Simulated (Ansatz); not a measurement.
# Ga₅N₄ (slab): what the fields show

Input

```
crystal:
  lattice:
    - [3.1807290375, 0.0, 0.0]
    - [0.0, 3.1807290375, 0.0]
    - [0.0, 0.0, 23.9964602861]
  atoms:
    - { symbol: Ga, position: [0.5, 0.5, 0.3125460968] }
    - { symbol: "N", position: [0.5, 0.0, 0.3594095726] }
    - { symbol: Ga, position: [0.0, 0.0, 0.4062730484] }
    - { symbol: "N", position: [0.0, 0.5, 0.4531365242] }
    - { symbol: Ga, position: [0.5, 0.5, 0.5] }
    - { symbol: "N", position: [0.5, 0.0, 0.5468634758] }
    - { symbol: Ga, position: [0.0, 0.0, 0.5937269516] }
    - { symbol: "N", position: [0.0, 0.5, 0.6405904274] }
    - { symbol: Ga, position: [0.5, 0.5, 0.6874539032] }
basis:
  ecutwfc: 420
kpoints:
  mp_grid: { grid: [8, 8, 1] }
hamiltonian:
  xc: pbesol
scf:
  occupations: { method: gaussian, width: 0.05 }
output:
  forces: true
  stress: true
  eigenvalues: true
  write_density: true
  write_potential: true
  elf: true
  volumetric_format: npy
efield:
  axis: 3
  dipole_correction: true
  ramp_width: 0.04
```

Command:

```sh
ansatz run input.yaml --threads 1 --pin off --max-ram 2560MiB --backend cpu --events-out ev --progress --plain --runs-dir out
```

Not relaxed (largest force 0.8 eV/Å); computed without spin polarisation.

Theory: DFT PBEsol, scalar-relativistic, plane waves, PAW in Ansatz 0.2.0.

Core electrons are frozen (PAW), and the valence fields are smoothed inside the atomic spheres.

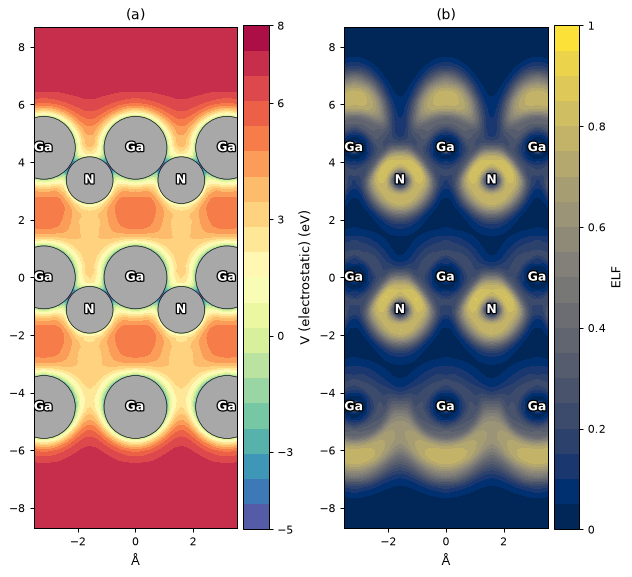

Figure 1. (a) electrostatic potential (local pseudopotential plus Hartree) felt by an electron; (b) ELF on the (010) plane of the calculation cell, a cut from vacuum to vacuum. Grey discs cover the atomic cores in the potential map.

### Read the bonding off the picture.

- The plane passes through Ga and N nuclei.
- Ga–N (1.95 Å): the ELF peaks at about 0.85 in the valence shell of N, 0.7 Å from its nucleus, and is about 0.50 at the midpoint.
- Outside the cores the potential energy rises away from the atoms and is highest in the vacuum; its zero is arbitrary.

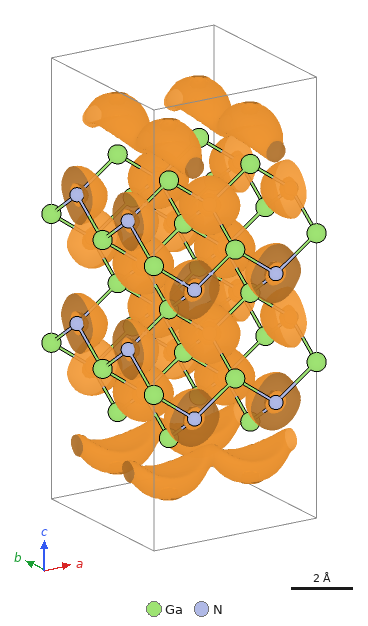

Figure 2. Isosurface of the electron localisation function at 0.6 (orange), seen at an oblique angle. Only the valence region is drawn (cores and ρ < 0.01 e/Å³ removed). Sticks mark near contacts.

### Identify the bonds, lone pairs and shells in this picture.

The ELF exceeds this value in four regions wrapped around N (the valence shell of each) and channels that run through the cell in one direction, counted in one cell of 9 atoms. Counts are for one cell; the picture repeats the cell along the surface.

### Does the calculation make it a metal, or give it a gap?

It is metallic or semimetallic at this level of theory: no gap opens.
